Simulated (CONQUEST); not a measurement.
## Nb: 7 runs along one coordinate

System: Nb (2 atoms in the cell).
Method: Kohn-Sham DFT of a periodic cell, PBE, PseudoDojo NC PBE, no spin polarisation (CONQUEST 1.3).

The 7 runs differ only in the geometry, by an even scaling of the cell at fixed fractional positions. The structure derives from an entry of the Crystallography Open Database.

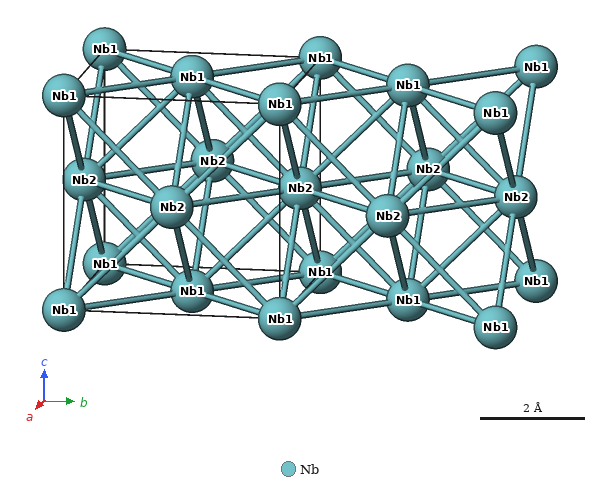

Figure 1. The structure of run 4 (ball-and-stick view of the cell 2 times as large as that of the calculation, set on its symmetry axes, repeated 1 × 2 × 1, seen slightly off an axis; atoms are numbered from 1 in the order of the input).

### Input of run 4
```
IO.Title Nb
IO.Coordinates coords.dat
IO.FractionalAtomicCoords T
IO.Iprint 2
IO.Iprint_init 1
General.NumberOfSpecies 1
General.PseudopotentialType hamann
AtomMove.TypeOfRun static
AtomMove.FullStress T
Grid.PointsAlongX 32
Grid.PointsAlongY 32
Grid.PointsAlongZ 40
DM.SolutionMethod diagon
Diag.MPMesh T
Diag.GammaCentred T
Diag.MPMeshX 9
Diag.MPMeshY 9
Diag.MPMeshZ 6
Diag.kT 0.00183747
minE.SCTolerance 1e-6
SC.MaxIters 100
IO.AtomChargeOutput T
%block ChemicalSpeciesLabel
1 92.910 Nb
%endblock
```

Command:
```bash
Conquest
```

Lattice vectors (Å) and fractional positions of run 4:
```
   2.991062    0.000000    0.000000
   0.000000    2.991062    0.000000
   0.000000    0.000000    4.230000
Nb  0.000000  0.000000  0.000000
Nb  0.500000  0.500000  0.500000
```

Run 5 has the same physical settings and fractional positions; its lattice vectors (Å) are:
```
   3.010871    0.000000    0.000000
   0.000000    3.010871    0.000000
   0.000000    0.000000    4.258014
```

### Results, with one run withheld

| run | volume per atom (Å³) | free energy per atom, from the lowest run given (meV) | pressure (GPa) |
| --- | --- | --- | --- |
| 1 | 17.786 | 43.86 | 12.00 |
| 2 | 18.165 | 21.13 | 7.40 |
| 3 | 18.543 | 6.82 | 5.05 |
| 4 | 18.922 | 0.00 | 0.82 |
| 5 | 19.300 | ? | ? |
| 6 | 19.679 | 10.90 | −5.12 |
| 7 | 20.057 | 25.61 | −7.57 |

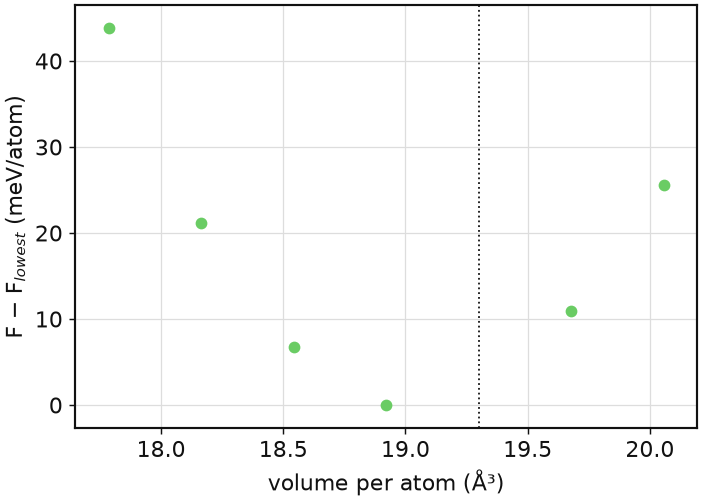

Figure 2. Free energy per atom of the runs given; the dotted line marks run 5.

What should run 5 give?

A cubic polynomial in V^(−2/3) (the Birch–Murnaghan form), fitted to the 6 runs given, misses them by at most 0.46 meV per atom. With x = V^(−2/3) − 0.14128 Å⁻², it reads F = 1.2304 + 2176.5 x + 1.0612e+06 x² − 6.6725e+06 x³ (meV per atom). At run 5 it gives 1.91 meV per atom, and the run itself gives 2.15. The slope of the fit gives a pressure −dF/dV of −2.16 GPa there, and the run prints −2.37 GPa. The two needn't agree exactly: the fit is approximate, and the printed stress is taken on a finite basis. The fit has its minimum at 19.036 Å³ per atom, where V d²F/dV² gives 159 GPa: the bulk modulus at this level, since symmetry fixes the shape and the positions.

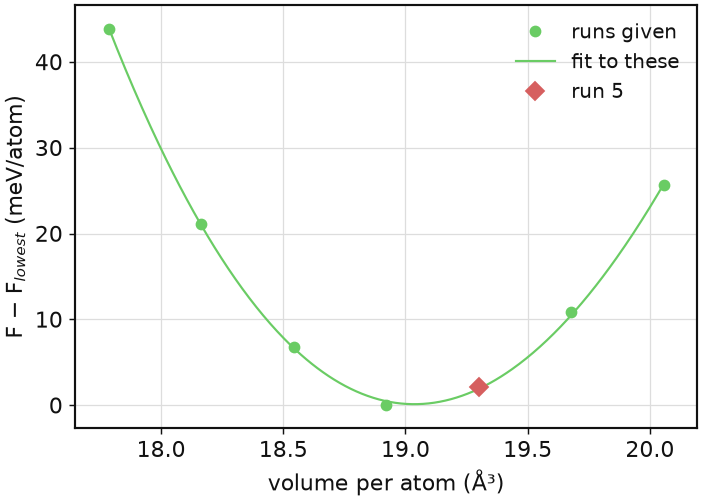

Figure 3. The fit and the withheld run.

### Some lines of the output (run 5)
```
[...]
          DFT Total Energy                 :      -124.488006610816029 Ha
          Free Energy (E-TS)               :      -124.522807982293060 Ha
          DFT Total Energy                 :      -124.519264437606566 Ha
          Free Energy (E-TS)               :      -124.521257415413018 Ha
          DFT Total Energy                 :      -124.520137375354182 Ha
          Free Energy (E-TS)               :      -124.521213430827146 Ha
          DFT Total Energy                 :      -124.520144923040306 Ha
          Free Energy (E-TS)               :      -124.521212865677256 Ha
          DFT Total Energy                 :      -124.520144177661521 Ha
          Free Energy (E-TS)               :      -124.521213278305510 Ha
          DFT Total Energy                 :      -124.520144752794423 Ha
      | Free Energy as E-TS      =      -124.521213278305510 Ha
      |* DFT total energy        =      -124.520144752794423 Ha
    force: Average pressure:     -2.36755976 GPa
```

Notes: With a small basis of atomic orbitals these values can differ much from converged plane-wave results.
